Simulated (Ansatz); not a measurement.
# From PBE to G0W0: Al2InN3 (Cmc2_1), part 2 of 3

Wanted: the gap of Al2InN3 (Cmc2_1) with a many-body correction, and the time that it takes.

Ansatz 0.2.0; PBE, then G0W0 on it, plane waves, PAW. Known limits of the many-body steps: finite bands, screening cutoff and k mesh; no spin-orbit coupling in G0W0; d shells not analysed.

So far. Step 2 (The PBE band structure): Over mesh and path the gap is 2.292 eV, direct, at k = Γ. The pressure in this cell is 4 GPa; the cell is kept.

## (3) G0W0 on the 6×6×4 mesh

G0W0 replaces the xc potential by a self-energy built once from the orbitals of the start. Levels are corrected in the window of bands that the input names, at points of the mesh.

This step: G0W0 on PBE, plane waves, PAW; PAW set soft_1.

Input file input.yaml:

```yaml
crystal:
  lattice:
    - [4.8800190524, -2.8055151375, 0.0]
    - [4.8800190524, 2.8055151375, 0.0]
    - [0.0, 0.0, 5.1994618]
  atoms:
    - { symbol: Al, position: [0.00854286, 0.33490025, 0.99162672] }
    - { symbol: Al, position: [0.66509975, 0.99145714, 0.99162672] }
    - { symbol: Al, position: [0.99145714, 0.66509975, 0.49162672] }
    - { symbol: Al, position: [0.33490025, 0.00854286, 0.49162672] }
    - { symbol: In, position: [0.32191553, 0.67808447, 0.98638376] }
    - { symbol: In, position: [0.67808447, 0.32191553, 0.48638376] }
    - { symbol: "N", position: [0.03698256, 0.33358057, 0.35579997] }
    - { symbol: "N", position: [0.66641943, 0.96301744, 0.35579997] }
    - { symbol: "N", position: [0.96301744, 0.66641943, 0.85579997] }
    - { symbol: "N", position: [0.33358057, 0.03698256, 0.85579997] }
    - { symbol: "N", position: [0.29809134, 0.70190866, 0.40676283] }
    - { symbol: "N", position: [0.70190866, 0.29809134, 0.90676283] }
kpoints:
  mp_grid: { grid: [6, 6, 4] }
hamiltonian:
  xc: pbe
  pseudopotentials: { kind: paw, azcp: { folder: soft_1 } }
scf:
  occupations: { method: fixed }
gw:
  n_empty_bands: 780
  ecut_chi: 180.0
  qp_bands: [v4, c4]
  qp_kpoints: band_edges
  screening: { model: contour_deformation }
```

Started as:

```console
$ ansatz run input.yaml --threads 2 --pin off --max-ram 92160MiB --backend cuda --events-out ev --progress --plain --runs-dir out --devices 1 --max-vram 13GiB
```

Numbers of over 12 decimals in the logs are rounded to 6 here.

Output:

```text
GPUs: using 1 of 1 available (devices: 1).
[...]
GPU FFT provider: cuFFT
GPU libraries: cuBLAS 13.8.2, cuFFT 12.4.0, cuSOLVER 12.3.4
Crystal: 12 atoms, lattice volume = 142.371 Å³
Basis set: ecut = 420 eV, 2793 PW (Γ)
Bands: 46, of which v1, the nominal top of the filled ones, is band 34 counted from 1 (33 counted from 0)
Symmetry: 4 space group operations
[...]
k-points: 39 of 144 (time reversal used)
[...]
GPU buffer pool allocated for 57600 grid points (all kernels)
[...]
SCF iter   1: F=—  HF=-15666.434879 eV  |F-HF|=—  |Δ(HF+E_count)|=         —  Δρ=1.13e-1  dr2=2.20e1  ethr=3.10e-3  ⟨swp⟩=5.0  Hψ=6104  notcnv=0  defer=379
[...]
SCF iter   9: F=-15660.232440 eV  HF=-15660.232440 eV  |F-HF|=9.36e-9  |Δ(HF+E_count)|=   5.88e-7  Δρ=2.78e-6  dr2=9.10e-9  ethr=1.47e-10  ⟨swp⟩=12.9  Hψ=8236  notcnv=0
SCF 1 converged in 9 iterations: F = -15660.232440 eV  dr2 = 9.10e-9
[...]
NSCF: frozen V_eff on 39 k-points, pencils in batches of 32, up to order 184
the band table was solved once the SCF had ended and its energy, with any forces and stress, was formed, with the checks that follow a solve (6919 applications of the Hamiltonian). They found nothing against the state; the energy, forces and stress were not computed again (output.eigenvalues in the input reference)
[...]
NSCF: frozen V_eff on 39 k-points
G₀W₀ screening: q 1/39
[... further progress lines ...]
[...]
SCF converged after 9 iterations
Free energy (F): -15660.232440 eV
[...]
Internal energy: -15660.232440 eV  (E = F + TS)
E sigma→0 (E₀):  -15660.232440 eV
Fermi energy:    8.246112 eV
[...]
--- Band table (eV; the first three rows and the last of 39) ---
  k-point 0: bands = [... 30 lower, 7.6265, 8.1739, 8.1811, 8.2461, 10.5384, 12.7805, 13.5116, 13.8778, ... 8 higher]
  k-point 1: bands = [... 30 lower, 7.6928, 7.8019, 8.0637, 8.1100, 11.4284, 12.9158, 14.1790, 14.3990, ... 8 higher]
  k-point 2: bands = [... 30 lower, 7.8501, 7.8501, 8.1150, 8.1150, 12.6473, 12.6473, 15.0665, 15.0665, ... 8 higher]
  k-point 38: bands = [... 30 lower, 7.3306, 7.3306, 7.6331, 7.6331, 12.9714, 12.9714, 13.9124, 13.9124, ... 8 higher]
--- G₀W₀: contour deformation, 6 samples at zero and on the imaginary axis and 2 off it, 144 q-points, 780 empty bands' worth ---
  eigenvalues of the whole cell's RPA ε∞ on this k-mesh (on a slab, of 1 + 4πα/V) = 5.0770, 5.1059, 5.3372; static W/v taken at q = 0 is 0.191897
  gw.qp_kpoints: band_edges: 35 of 39 stored k-points solved, in 1 pass; an edge of the gap read off the rows below is read off those points alone
    valence top: of the k-points left out ik 23 came nearest to being solved in a further pass, in band 33 (counted from 1, as in the quasiparticle table): it holds the edge there only if its correction is more favourable than any solved in that band by at least 0.467 eV; those differ by 0.114 eV
    conduction bottom: of the k-points left out ik 23 came nearest to being solved in a further pass, in band 35 (counted from 1, as in the quasiparticle table): it holds the edge there only if its correction is more favourable than any solved in that band by at least 2.283 eV; those differ by 0.191 eV
    ik  band        ε_KS         Σx   Σc(E_QP)       V_xc       Z   E_QP_lin       E_QP  E_QP is
     0    31      7.6265   -21.6528     3.1053   -17.6754  0.7605     6.7435     6.7545  root
     0    32      8.1739   -21.8759     2.9706   -18.1057  0.7625     7.3660     7.3744  root
     0    33      8.1811   -21.5582     2.8802   -17.8749  0.7636     7.3697     7.3780  root
     0    34      8.2461   -21.7274     2.9482   -17.9767  0.7624     7.4352     7.4436  root
     0    35     10.5384   -11.1832    -3.4853   -15.0932  0.8000    10.9642    10.9631  root
     0    36     12.7805   -10.1785    -4.4249   -15.1686  0.8036    13.3488    13.3457  root
     0    37     13.5116    -5.8772    -4.2320   -10.3767  0.8216    13.7798    13.7791  root
     0    38     13.8778    -6.3869    -4.3128   -10.9988  0.8176    14.1779    14.1770  root
     1    31      7.6928   -21.6045     3.0333   -17.7221  0.7609     6.8335     6.8438  root
     1    32      7.8019   -21.5481     2.9570   -17.7587  0.7612     6.9597     6.9695  root
     1    33      8.0637   -21.8388     3.0163   -18.0083  0.7618     7.2406     7.2495  root
     1    34      8.1100   -21.7000     2.9469   -17.9371  0.7628     7.2852     7.2941  root
     1    35     11.4284   -11.5993    -3.5936   -15.6572  0.7935    11.8943    11.8927  root
     1    36     12.9158   -10.1826    -4.4841   -15.2524  0.7998    13.5050    13.5015  root
     1    37     14.1790    -6.5990    -4.3723   -11.3222  0.8102    14.5313    14.5299  root
     1    38     14.3990    -6.9528    -4.4351   -11.7611  0.8071    14.7739    14.7722  root
     2    31      7.8501   -21.6886     3.0352   -17.8181  0.7612     7.0050     7.0148  root
     2    32      7.8501   -21.6886     3.0352   -17.8181  0.7612     7.0050     7.0148  root
     2    33      8.1150   -21.5076     2.7556   -17.9822  0.7620     7.3374     7.3452  root
     2    34      8.1150   -21.5076     2.7556   -17.9822  0.7620     7.3374     7.3452  root
     2    35     12.6473   -10.9003    -4.2466   -15.7214  0.7904    13.2252    13.2218  root
     2    36     12.6473   -10.9003    -4.2466   -15.7214  0.7904    13.2252    13.2218  root
     2    37     15.0665    -8.2118    -4.7196   -13.4313  0.7939    15.5697    15.5664  root
     2    38     15.0665    -8.2118    -4.7196   -13.4313  0.7939    15.5697    15.5664  root
     3    31      7.4303   -21.2378     3.0049   -17.3729  0.7599     6.5592     6.5703  root
     3    32      7.6980   -21.2676     2.8719   -17.5854  0.7616     6.8786     6.8878  root
     3    33      8.1132   -21.7651     2.9726   -17.9849  0.7623     7.2969     7.3055  root
     3    34      8.1863   -21.7111     2.9738   -17.9267  0.7621     7.3670     7.3757  root
     3    35     11.0768   -11.6930    -3.4608   -15.5920  0.7950    11.5163    11.5150  root
     3    36     13.0190   -10.2432    -4.4435   -15.2601  0.7999    13.5958    13.5925  root
     3    37     13.7659    -6.4499    -4.2943   -11.0624  0.8162    14.0853    14.0842  root
     3    38     14.0358    -6.7089    -4.3586   -11.4075  0.8129    14.3771    14.3758  root
     4    31      7.4688   -21.1517     2.9546   -17.3598  0.7590     6.6210     6.6315  root
     4    32      7.6232   -21.3442     2.9761   -17.5279  0.7602     6.7727     6.7830  root
     4    33      7.9705   -21.6748     3.0083   -17.8467  0.7614     7.1414     7.1507  root
     4    34      8.0212   -21.6191     2.9547   -17.8464  0.7619     7.1941     7.2032  root
     4    35     11.7208   -11.5321    -3.6988   -15.7153  0.7922    12.2071    12.2051  root
     4    36     13.1538   -10.3051    -4.5086   -15.4094  0.7964    13.7533    13.7495  root
     4    37     14.1018    -7.4044    -4.3873   -12.1981  0.8057    14.5101    14.5082  root
     4    38     14.4171    -7.1897    -4.4496   -12.0443  0.8047    14.8241    14.8221  root
[...]
36    35     12.3598   -11.1003    -4.1733   -15.8156  0.7948    12.9046    12.9018  root
    36    36     13.1005   -10.5978    -4.5117   -15.7373  0.7923    13.7326    13.7283  root
    36    37     13.7505    -9.2333    -4.2584   -13.9764  0.7952    14.2381    14.2353  root
    36    38     14.4059    -7.5839    -4.4069   -12.4110  0.8023    14.8283    14.8261  root
    37    31      7.3324   -21.2172     3.1165   -17.2286  0.7573     6.4484     6.4604  root
    37    32      7.6410   -21.3157     3.0091   -17.4438  0.7609     6.7674     6.7782  root
    37    33      7.6925   -21.2815     2.9711   -17.4653  0.7613     6.8371     6.8473  root
    37    34      7.9522   -21.3550     2.8614   -17.7068  0.7602     7.1568     7.1654  root
    37    35     12.6729   -10.9615    -4.3134   -15.8537  0.7911    13.2552    13.2517  root
    37    36     12.6929    -8.9995    -4.2648   -13.7236  0.8083    13.1542    13.1522  root
    37    37     13.7216    -8.7145    -4.2607   -13.4322  0.8001    14.1810    14.1786  root
    37    38     14.2509    -7.8862    -4.5196   -12.8633  0.7997    14.7111    14.7085  root
```

Elapsed: 6.2 min, on 1 × NVIDIA H100 80GB HBM3 (shared by 6 runs) with 2 threads of AMD EPYC 7R13 (Zen 3), shared host; peak memory 6.5 GiB; 11 min of CPU time.

Numbers from this step:

```
bands summed                                    : 814
RPA ε∞ on this mesh (eigenvalues)               : 5.077, 5.106, 5.337
plane waves in the screening matrix             : 767
q-points in the mesh                            : 144
G0W0 gap over the corrected points              : 3.519 eV
k of the valence top                            : 0, 0, 0
k of the conduction bottom                      : 0, 0, 0
starting gap on the mesh                        : 2.292 eV
Z at the valence top                            : 0.7624
Z at the conduction bottom                      : 0.8000
least direct G0W0 gap over the corrected points : 3.519 eV
```

Over 35 of 39 irreducible mesh points the G0W0 gap is 3.519 eV, direct, at k = Γ. The PBE gap of this run on the mesh is 2.292 eV. The two states that bound the G0W0 gap lie that far apart at the start, so the correction of the gap is 3.519 − 2.292 = +1.227 eV.

Labels follow the order of the start: v1 is the top filled band, c1 the lowest empty one; levels that stay degenerate share a row, the window can cut a multiplet, doubted levels are not marked in this list, bands outside the window were not corrected, and the list may be a part of the corrected levels. The levels before and after the correction (eV, zero at the valence-band top of each column):

```
           conduction bottom  valence top
Kohn-Sham               2.29         0.00
     G0W0               3.52         0.00
```

```
           level  occupation  energy (eV)
Kohn-Sham   Γ v4           2       -0.620
Kohn-Sham   Γ v3           2       -0.072
Kohn-Sham   Γ v2           2       -0.065
Kohn-Sham   Γ v1           2        0.000
Kohn-Sham   Γ c1           0        2.292
Kohn-Sham   Γ c2           0        4.534
Kohn-Sham   Γ c3           0        5.266
Kohn-Sham   Γ c4           0        5.632
     G0W0   Γ v4           2       -0.689
     G0W0   Γ v3           2       -0.069
     G0W0   Γ v2           2       -0.066
     G0W0   Γ v1           2        0.000
     G0W0   Γ c1           0        3.519
     G0W0   Γ c2           0        5.902
     G0W0   Γ c3           0        6.335
     G0W0   Γ c4           0        6.733
```

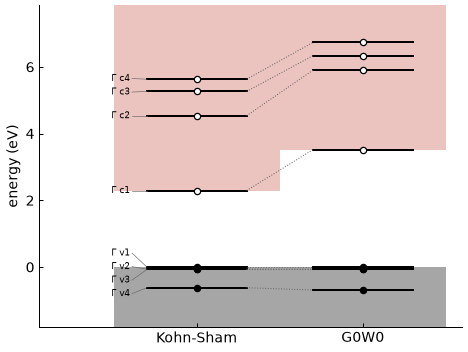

Levels before and after the correction. Shaded: valence and conduction bands. Filled marks are occupied levels, open marks empty ones.

The parts of the quasiparticle energy for the two states that bound the G0W0 gap, in eV on the run's own scale (QP = start + Σx + Σc − Vxc, with Σc at the quasiparticle energy):

```
             edge  k  band   start       Σx      Σc      Vxc      Z      QP
      valence top  Γ    34   8.246  −21.727   2.948  −17.977  0.762   7.444
conduction bottom  Γ    35  10.538  −11.183  −3.485  −15.093  0.800  10.963
```

(Part 2 of 3 ends here.)

[Paths, hosts, dates, memory and timing lines, banners, echoed tables and standing remarks are left out of the program output.]

[Logs are printed without paths, hosts, clocks, repeated set-up lines and the standing remarks that a program may print on its own settings, such as how far it seeks lower states.]

[Runs of the session that timed out or met a known fault of the program may be left out.]

[Cells called generated may have been cut or substituted from an entry of the Crystallography Open Database or the Materials Project.]

[Hosts, paths, dates, database ids (printed as entryN), source tags and the programs' standing remarks are cut or masked in the printed files.]

[Where an RPA ε∞ is given, it is that of the G0W0 mesh and is not shown converged in it. Names of k-points follow the symmetry that the program found, which can be lower than the space group named. Band edges on a path are those of the sampled points; other points can move an edge, and change direct to indirect where valleys lie close.]

[Hybrid gaps are those of their k-mesh and are not shown converged in it.]
